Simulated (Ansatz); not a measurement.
**WS3: density, localisation and related maps**

Input file:

```
crystal:
  lattice:
    - [9.8500507911, 0.0, 0.0]
    - [-4.9250253956, 8.5303942136, 0.0]
    - [0.0, 0.0, 2.9463252075]
  atoms:
    - { symbol: W, position: [0.6666666667, 0.3333333333, 0.712261926] }
    - { symbol: W, position: [0.3333333333, 0.6666666667, 0.212261926] }
    - { symbol: S, position: [0.723687676, 0.1781147554, 0.2625518499] }
    - { symbol: S, position: [0.8218852446, 0.5455729206, 0.2625518499] }
    - { symbol: S, position: [0.4544270794, 0.276312324, 0.2625518499] }
    - { symbol: S, position: [0.276312324, 0.8218852446, 0.7625518499] }
    - { symbol: S, position: [0.1781147554, 0.4544270794, 0.7625518499] }
    - { symbol: S, position: [0.5455729206, 0.723687676, 0.7625518499] }
basis:
  ecutwfc: 420
kpoints:
  mp_grid: { grid: [3, 3, 10] }
hamiltonian:
  xc: pbe
scf:
  occupations: { method: gaussian, width: 0.02 }
output:
  forces: true
  stress: true
  eigenvalues: true
  write_density: true
  write_potential: true
  elf: true
  volumetric_format: npy
relax:
  adjacent_minimum: "off"
  f_tol: 0.01
  max_steps: 80
  cell: { stress_tol: 0.05 }
```

Launched as:

```sh
ansatz run input.yaml --threads 1 --pin off --max-ram 2560MiB --backend cpu --events-out ev --progress --plain --runs-dir out
```

Below, planes, directions and counts refer to the conventional cell (a = 9.85 Å, b = 9.85 Å, c = 2.95 Å, α = 90.00°, β = 90.00°, γ = 120.00°).

The fields are those of the relaxed geometry.

Space group P6₃; a structure from a database of computed crystals, not necessarily the ambient phase; a generated structure, not necessarily the stable one; changed on purpose from its base cell (the structure that the rattled cell fell into).

Computed with Ansatz 0.2.0, DFT PBE, scalar-relativistic, plane waves, PAW.

In a PAW calculation such maps are meaningful between the atoms, not at the nuclei.

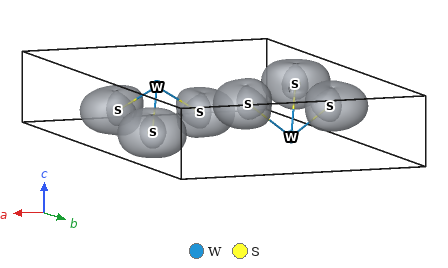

Figure 1. Isosurface of the electron localisation function at 0.75 (grey), seen at an oblique angle. Only the valence region is drawn (cores and ρ < 0.01 e/Å³ removed). Sticks mark near contacts.

**Describe the localisation domains.**

The surface consists of six regions wrapped around S (the valence shell of each), counted in one cell of 8 atoms. Any copies at cell faces, edges or corners count once. Along the contacts the grid gives the following. W–S (2.30 Å): the ELF peaks at about 0.80 in the valence shell of S, 0.8 Å from its nucleus, and is about 0.50 at the midpoint. W–W (2.95 Å): the ELF is about 0.30 at the midpoint (no localised pair shows between them).

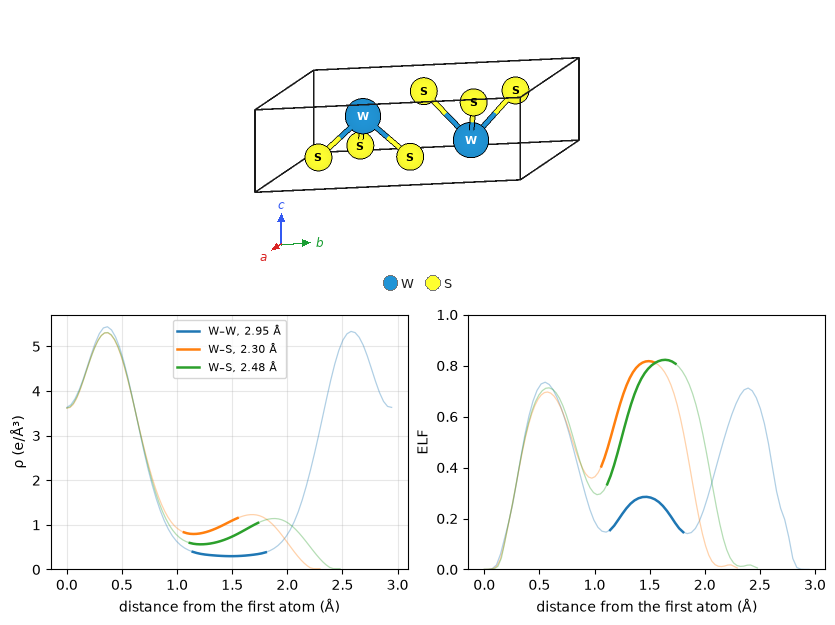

Figure 2. Valence charge density (pseudo) and electron localisation function along straight lines between neighbouring atoms. Thin, pale parts lie inside the atomic spheres. The structure is drawn too.

**Compare the contacts.**

W–W (2.95 Å): ρ at the midpoint is about 0.3 e/Å³; the ELF is about 0.30 at the midpoint: no shared electron pair shows on this line.
W–S (2.30 Å): ρ is about 0.8 e/Å³ halfway; the ELF peaks at about 0.80 in the valence shell of S, 0.8 Å from its nucleus, and is about 0.50 at the midpoint.
W–S (2.48 Å): ρ is about 0.57 e/Å³ halfway; the ELF peaks at about 0.80 in the valence shell of S, 0.8 Å from its nucleus, and is about 0.50 at the midpoint.

**Does the calculation give a band gap?**

It is gapped, with a Kohn–Sham gap of 0.82 eV on the k-point mesh, an upper bound to the gap of this method.
